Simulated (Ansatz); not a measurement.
## Al$_{5}$Ga$_{2}$N$_{8}$: single-point calculation

- system: Al$_{5}$Ga$_{2}$N$_{8}$ (defect cell, 15 atoms in the cell)
- method: DFT PBEsol, scalar-relativistic, plane waves, PAW, no spin polarisation (Ansatz 0.2.0)

The structure derives from a Materials Project entry. It belongs to a series of runs on one base structure; here: half-way along the straight path, unrelaxed. Figures and captions count atoms from 1; the log counts them from 0 in places.

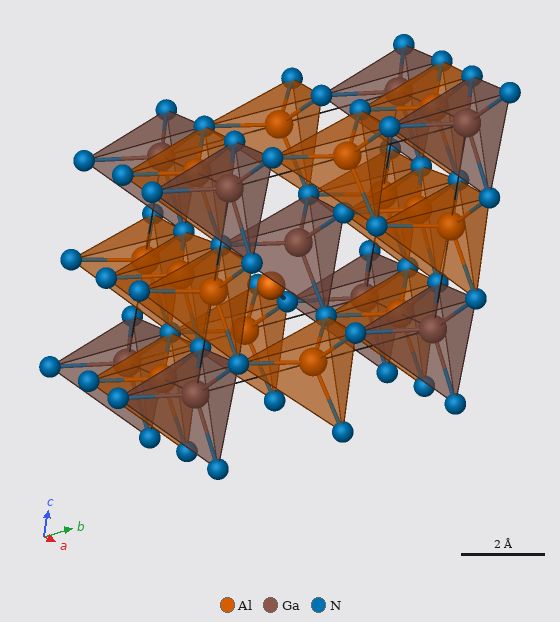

Fig. 1: The input geometry (polyhedral view of the cell of the calculation, seen slightly off an axis; polyhedra are completed across the faces of the cell).

### Summary

| quantity | value |
| --- | --- |
| outcome | converged |
| electrons treated | 81 |
| free energy | −13134.1825 eV |
| Fermi energy | 6.715 eV |
| gap on the k-point mesh | none (metallic) |
| pressure | 20.29 GPa |
| largest force (length of the vector) | 54.081 eV/Å |
| hardware | 4 threads of Arm Neoverse V1, 24 GiB of memory available, shared host |
| wall time | 9.8 s (CPU time 38 s) |
| peak memory | 0.6 GiB |

### Notes

The cell holds an odd number of electrons but the run has no spin polarisation, so it comes out as a metal.

### The input
```yaml
crystal:
  lattice:
    - [-4.4069948372, 4.4069948372, 0.0]
    - [0.0, 4.4069948372, -4.4069948372]
    - [-4.4069948372, 0.0, -4.4069948372]
  atoms:
    - { symbol: Al, position: [0.4965752672, 0.0034247328, -0.0034247328] }
    - { symbol: Al, position: [0.2568494495, 0.4931505505, 0.2568494495] }
    - { symbol: Al, position: [-0.0034247167, 0.0034247167, 0.4965752833] }
    - { symbol: Al, position: [0.4999999839, 0.0068494495, 0.5000000161] }
    - { symbol: Al, position: [1.61e-08, 0.4931505505, -1.61e-08] }
    - { symbol: Ga, position: [0.4999999683, 0.5029373683, 0.5000000317] }
    - { symbol: Ga, position: [3.17e-08, -0.0029373683, -3.17e-08] }
    - { symbol: "N", position: [0.6261377544, 0.1230480885, 0.6261377338] }
    - { symbol: "N", position: [0.1175424913, 0.6215405352, 0.1175425586] }
    - { symbol: "N", position: [0.6175425586, 0.6433744148, 0.6175424913] }
    - { symbol: "N", position: [0.1261377338, 0.1246764233, 0.1261377544] }
    - { symbol: "N", position: [0.1222942775, 0.635486747, 0.6340254159] }
    - { symbol: "N", position: [0.6222943462, 0.1081934988, 0.1340254223] }
    - { symbol: "N", position: [0.6340254223, 0.6354867327, 0.1222943462] }
    - { symbol: "N", position: [0.1340254159, 0.1081935597, 0.6222942775] }
basis:
  ecutwfc: 420
kpoints:
  mp_grid: { grid: [4, 4, 4] }
hamiltonian:
  xc: pbesol
scf:
  occupations: { method: gaussian, width: 0.05 }
output:
  forces: true
  stress: true
  eigenvalues: true
  write_density: true
  write_potential: true
  elf: true
  volumetric_format: npy
```

Launch command:
```bash
ansatz run input.yaml --threads 4 --pin off --max-ram 9216MiB --backend cpu --events-out ev --progress --plain --runs-dir out
```

### Log
```
Engine: ansatz 0.2.0, aarch64-unknown-linux-gnu
Pseudopotentials: kind: paw
Pseudopotential: Al, paw, valence charge 3, recommended cutoff 420 eV (normal), Al.paw.azcp
Pseudopotential: Ga, paw, valence charge 13, recommended cutoff 420 eV (normal), Ga.paw.azcp
Pseudopotential: N, paw, valence charge 5, recommended cutoff 420 eV (normal), N.paw.azcp
Functional definition: PBEsol
  exchange = pbesol_x
  correlation = pbesol_c
Crystal: 15 atoms, lattice volume = 171.182 Å³
Basis set: ecut = 420 eV, 3383 PW (Γ), exchange–correlation on 90×90×90 points (8 copies of the dense FFT grid, shifted against one another)
Bands: 56, of which v1, the nominal top of the filled ones, is band 41 counted from 1 (40 counted from 0)
Symmetry: 2 space group operations
Space group: Cm (ITA 8), of the structure as read, at distance tolerance 5.6e-5 Å
k-points: 24 of 64 (time reversal used)
Non-local potential: Al, projectors of the file, l = 0: 2, l = 1: 2, l = 2: 1
Non-local potential: Ga, projectors of the file, l = 0: 2, l = 1: 2, l = 2: 3, l = 3: 1
Non-local potential: N, projectors of the file, l = 0: 2, l = 1: 2, l = 2: 1
PAW form: soft (Blöchl's): semilocal exchange-correlation on the pseudo side does not see the compensation charge
PAW frozen core: Al, regenerated for the run's functional, and the local potential with it (the file was generated under x = pbe(κ = 0.804, μ = 0.2195149727645171), c = pbe(β = 0.06672455060314922))
PAW frozen core: Ga, regenerated for the run's functional, and the local potential with it (the file was generated under x = pbe(κ = 0.804, μ = 0.2195149727645171), c = pbe(β = 0.06672455060314922))
PAW frozen core: N, regenerated for the run's functional, and the local potential with it (the file was generated under x = pbe(κ = 0.804, μ = 0.2195149727645171), c = pbe(β = 0.06672455060314922))
PAW one-centre angular grid: Al, 110 points (default); XC on 64 Gauss nodes
PAW one-centre angular grid: Ga, 590 points (default); XC on 64 Gauss nodes
PAW one-centre angular grid: N, 110 points (default); XC on 64 Gauss nodes
Initial density: superposition of atomic densities (neutral atoms: chi_scale 0, normalization atom), corrected by the library's trained network
Initial wavefunctions: pseudopotential atomic-orbital guess
Functional: x = pbesol(κ = 0.804, μ = 0.12345679012345678), c = pbesol(β = 0.046)
SCF iter   1: F=—  HF=-13134.250525 eV  |F-HF|=—  |Δ(HF+E_count)|=         —  Δρ=1.28e-2  dr2=3.11e-1  ethr=1.77e-3  ⟨swp⟩=7.1  Hψ=6445  notcnv=0  defer=120
preconditioner: auto → Kerker (q_TF=auto, 2.408 Å⁻¹)  [metal: Δε(μ)=0.040 eV  Ē_g=13.878 eV  σ=0.050 eV  W_gap=0.38  n_scr=50 (ndim 8)  ℏωp=25.5 eV  f_vac=0.000  D(μ)=6.03/eV (n_scr^D=58)]
SCF iter   2: F=—  HF=-13134.200184 eV  |F-HF|=—  |Δ(HF+E_count)|=   5.03e-2  Δρ=5.95e-3  dr2=8.89e-2  ethr=3.84e-4  ⟨swp⟩=2.0  Hψ=1724  notcnv=0  defer=191
SCF iter   3: F=—  HF=-13134.184913 eV  |F-HF|=—  |Δ(HF+E_count)|=   1.53e-2  Δρ=1.55e-3  dr2=6.46e-3  ethr=1.10e-4  ⟨swp⟩=2.0  Hψ=1849  notcnv=0  defer=191
SCF iter   4: F=—  HF=-13134.183726 eV  |F-HF|=—  |Δ(HF+E_count)|=   1.19e-3  Δρ=9.11e-4  dr2=2.72e-3  ethr=7.97e-6  ⟨swp⟩=2.0  Hψ=2044  notcnv=0  defer=191
SCF iter   5: F=—  HF=-13134.182565 eV  |F-HF|=—  |Δ(HF+E_count)|=   1.16e-3  Δρ=4.03e-4  dr2=6.10e-4  ethr=3.36e-6  ⟨swp⟩=2.8  Hψ=2335  notcnv=0  defer=191
SCF iter   6: F=—  HF=-13134.182404 eV  |F-HF|=—  |Δ(HF+E_count)|=   1.61e-4  Δρ=1.78e-4  dr2=1.26e-4  ethr=7.53e-7  ⟨swp⟩=2.2  Hψ=2057  notcnv=0  defer=191
SCF iter   7: F=—  HF=-13134.182373 eV  |F-HF|=—  |Δ(HF+E_count)|=   3.12e-5  Δρ=6.37e-5  dr2=1.12e-5  ethr=1.55e-7  ⟨swp⟩=2.1  Hψ=1855  notcnv=0  defer=191
SCF iter   8: F=—  HF=-13134.182459 eV  |F-HF|=—  |Δ(HF+E_count)|=   8.59e-5  Δρ=4.23e-5  dr2=2.76e-6  ethr=1.38e-8  ⟨swp⟩=2.0  Hψ=2250  notcnv=0  defer=191
SCF iter   9: F=—  HF=-13134.182457 eV  |F-HF|=—  |Δ(HF+E_count)|=   2.05e-6  Δρ=1.45e-5  dr2=4.96e-7  ethr=3.41e-9  ⟨swp⟩=2.0  Hψ=2073  notcnv=0  defer=191
SCF iter  10: F=-13134.182456 eV  HF=-13134.182456 eV  |F-HF|=3.55e-8  |Δ(HF+E_count)|=   1.05e-7  Δρ=4.85e-6  dr2=7.47e-8  ethr=1.23e-10  ⟨swp⟩=18.9  Hψ=11294  notcnv=0
SCF 1 converged in 10 iterations: F = -13134.182456 eV  dr2 = 7.47e-8
  greatest PAW one-centre occupation: 0.995 electrons in one spin orbital (limit 2), on the Ga atom at site 5 (counted from 0), in its partial waves of l = 2
```

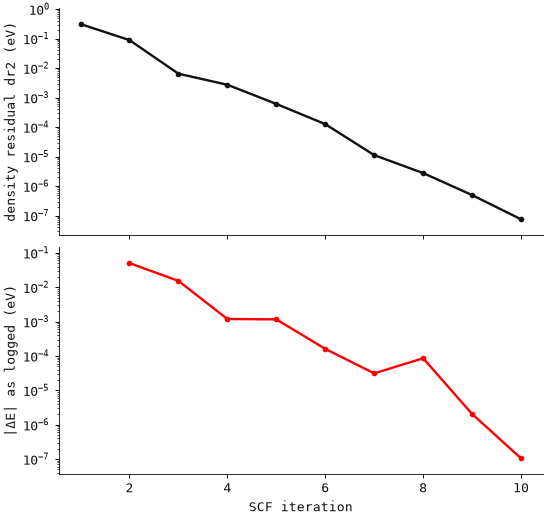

Fig. 2: Convergence of the self-consistent field: density residual dr2 and size of the energy change against the SCF iteration. The residual falls at every step.

```
SCF converged after 10 iterations
Free energy (F): -13134.182456 eV
Harris-Foulkes:  -13134.182456 eV  (|F-HF|=3.55e-8)
Internal energy: -13134.173617 eV  (E = F + TS)
E sigma→0 (E₀):  -13134.178037 eV
Entropy (-TS):   -0.008840 eV (-0.589 meV/atom)
Fermi energy:    6.715486 eV
--- Per-component energies (eV) ---
  E_band       = -61.524383
  E_kinetic    = 1412.440353
  E_local      = -6416.086618  (includes V_loc(G=0)·N_el)
  E_nonlocal   = 1288.657107
  E_hartree    = 2768.411452
  E_xc         = -812.673998
  E_vxc        = -872.791567  (∫ρ·V_xc dr)
  E_paw        = -7164.884602  (= ΣΔE_a)
  E_vpaw       = -1010.570217  (= ΣTr[D̂ρ^β])
  E_aug_tail   = 0.000595  (compensation charges beyond the density's cutoff)
  E_ewald      = -4212.084348
  E_core_change = 2.046441  (= ΣΔE_core)
  E_smearing   = -0.008840  (= −TS)
  E_closure    = 0.000000  (closes the sum)
  Σ components = -13134.182456   (vs F -13134.182456, Δ=0.00e0)
--- Forces (eV/Å), atoms counted from 1 ---
  atom   1  Al    -0.01039920     0.00555308    -0.00493142
  atom   2  Al   -54.01278795     1.91401066    -1.91401066
  atom   3  Al    -0.01039920     0.00493142    -0.00555308
  atom   4  Al    -1.04323919    -0.27259538     0.27259538
  atom   5  Al     0.74030124    -0.05846514     0.05846514
  atom   6  Ga    -1.11848357     0.44028236    -0.44028236
  atom   7  Ga     0.90917802     0.18627058    -0.18627058
  atom   8  N      0.04267702    -0.02388738     0.02388738
  atom   9  N     53.07674039    -1.86120008     1.86120008
  atom  10  N      0.07471610    -0.20517086     0.20517086
  atom  11  N     -0.17445366    -0.01936883     0.01936883
  atom  12  N      0.54594725     0.21237197     1.31743089
  atom  13  N      0.21712101    -0.23115349    -1.22582696
  atom  14  N      0.54594725    -1.31743089    -0.21237197
  atom  15  N      0.21712101     1.22582696     0.23115349
  max |Σ_I F_I| component: 2.50e-5 eV/Å
--- Stress (GPa, compression-positive) ---
       66.113864      -1.782756       1.782756
       -1.782757      -2.619217      -2.378369
        1.782757      -2.378369      -2.619217
  P = ⅓ Tr σ = 20.2918 GPa (202.918 kbar)
--- Band table (eV; the first three rows and the last of 24) ---
  k-point 0: bands = ["-8.7155", "-7.6530", "-7.5101", "-7.4191", "-7.3032", "-7.2532", "-7.1397", "-6.8259", "-6.5255", "-6.5053", "-6.3936", "-6.3514", "-5.6831", "-5.5703", "-5.4913", "-5.4489", "-5.1480", "-5.0983", "-0.3960", "0.0957", "0.6461", "0.7098", "0.9648", "2.4281", "2.8930", "3.8932", "4.3703", "4.4480", "4.5436", "4.6069", "4.7745", "5.4061", "5.6221", "5.7161", "5.8544", "5.8987", "6.0313", "6.2493", "6.7848", "6.8809", "6.9991", "7.0659", "8.5935", "10.2104", "10.7996", "11.0886", "11.7748", "12.4115", "13.5279", "13.6792", "14.3098", "14.8874", "15.0620", "15.7006", "16.2634", "16.5150"]
  k-point 1: bands = ["-8.5254", "-7.6902", "-7.5052", "-7.4456", "-7.3313", "-7.2799", "-7.1367", "-6.8941", "-6.5245", "-6.5042", "-6.3951", "-6.3531", "-5.7043", "-5.6767", "-5.5719", "-5.4464", "-5.2876", "-5.1210", "0.0387", "0.4498", "0.9721", "1.1998", "1.3343", "2.5831", "3.0464", "3.6468", "3.9265", "4.1043", "4.3826", "4.6398", "4.7379", "4.8925", "5.0100", "5.2838", "5.3954", "5.6663", "5.7142", "6.1112", "6.5041", "6.7813", "6.8388", "7.0029", "9.3061", "10.9061", "11.4672", "11.8779", "12.3909", "12.8490", "13.6823", "14.1028", "14.4760", "15.0228", "15.1553", "15.5449", "15.7151", "15.9506"]
  k-point 2: bands = ["-8.1280", "-7.9740", "-7.4943", "-7.3991", "-7.3943", "-7.3152", "-7.1022", "-7.0340", "-6.5241", "-6.5029", "-6.3968", "-6.3549", "-5.7363", "-5.6917", "-5.6093", "-5.4746", "-5.4436", "-5.1461", "0.5784", "0.9062", "1.4555", "1.5524", "2.0552", "2.8509", "3.0371", "3.1420", "3.5510", "3.8077", "3.9441", "4.0210", "4.4768", "4.5152", "4.9408", "5.0770", "5.2568", "5.3116", "5.4501", "5.7688", "6.2947", "6.6990", "6.7944", "6.9582", "9.9937", "11.7284", "12.4384", "12.5904", "12.9199", "13.1278", "13.1476", "13.9837", "14.4647", "14.9116", "15.2638", "15.7769", "15.8918", "16.4170"]
  k-point 23: bands = ["-8.1918", "-7.8580", "-7.4797", "-7.4357", "-7.3631", "-7.2677", "-7.1909", "-7.0999", "-6.5248", "-6.5041", "-6.3963", "-6.3537", "-5.8354", "-5.7140", "-5.5126", "-5.4762", "-5.2429", "-5.2374", "0.5833", "0.6492", "1.4161", "1.4437", "2.2927", "2.8214", "2.9612", "3.3690", "3.4949", "3.6196", "3.9995", "4.1118", "4.6894", "4.7732", "4.9279", "5.2309", "5.3337", "5.4104", "5.4571", "5.9447", "5.9570", "6.1658", "6.7847", "6.9333", "10.0242", "11.5084", "12.2829", "12.4608", "12.6599", "13.2419", "13.7916", "13.8119", "14.4510", "15.0014", "15.5814", "15.8354", "15.9756", "16.2218"]
```

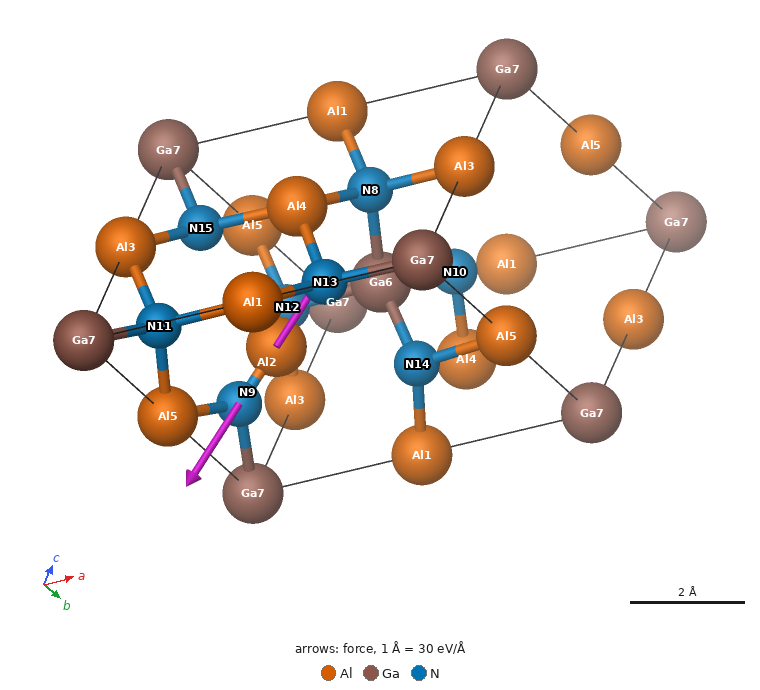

Fig. 3: Forces on the atoms as pink arrows (ball-and-stick view of the cell of the calculation, seen at an oblique angle; atoms are numbered from 1 in the order of the input); the smallest are left out. The largest act on Al2 (54.08 eV/Å); N9 (53.14 eV/Å). The geometry is not a stationary point of this energy.

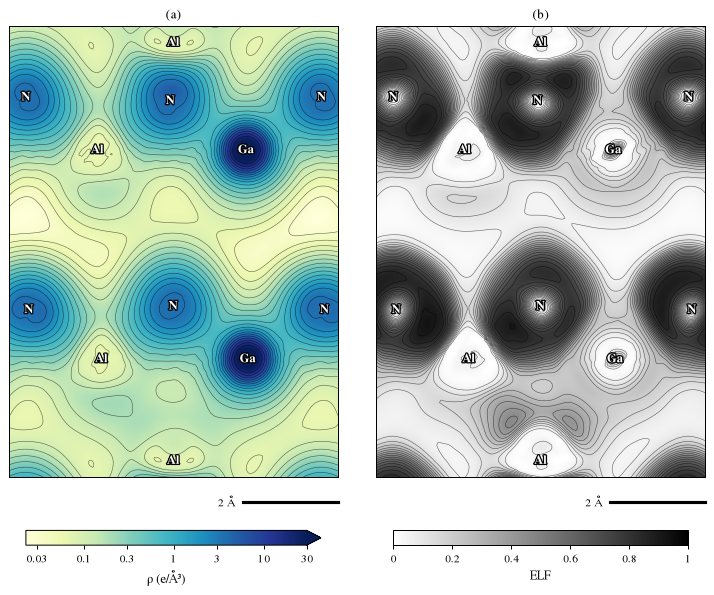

Fig. 4: (a) valence charge density (pseudo); (b) ELF on the (101̄) plane of the calculation cell. Atoms in the plane: Al, Ga and N. Al–N (1.23 Å): the density is about 1.8 e/Å³ at the midpoint; the ELF is about 0.70 at the midpoint. Ga–N (1.91 Å): ρ is about 0.79 e/Å³ halfway; the ELF is about 0.50 at the midpoint. Away from the nuclei the density in this plane falls to 0.02 e/Å³ at its lowest. In a PAW calculation such maps are meaningful between the atoms, not at the nuclei.
